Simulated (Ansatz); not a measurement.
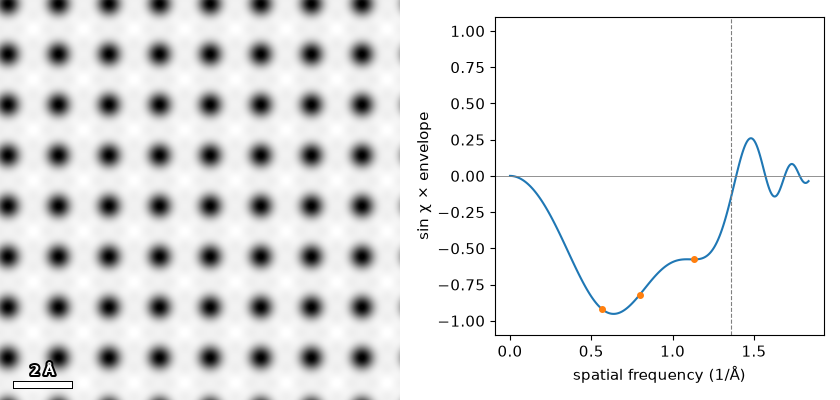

Phase-contrast TEM-like image of Co (Fm-3m, No. 225) along [001]. Simulated in the weak-phase-object approximation with neutral-atom potentials: 300 kV, Cs = 20 µm, defocus −75 Å (negative is underfocus), defocus spread 12 Å, aperture 1.36 1/Å. Atomic positions: the geometry given to an electronic-structure calculation, possibly off equilibrium; the starting structure was generated, so it need not be a known form of this composition.

The plot gives the contrast transfer function, the aperture (dashed) and the crystal's spatial frequencies that carry visible contrast (dots).

Do the atom columns appear dark or bright, and why?

Answer. Dark. With positive Cs and underfocus sin χ is negative over the pass band, so the strongest columns (Co) come out darker than the background.

What point resolution do these settings give, and which lattice spacings pass?

Answer. About 0.7 Å (0.66 |Cs|^(1/4) λ^(3/4) with λ = 0.0197 Å). The spacings that carry visible contrast are {200} at 1.77 Å, {220} at 1.25 Å, {400} at 0.89 Å.
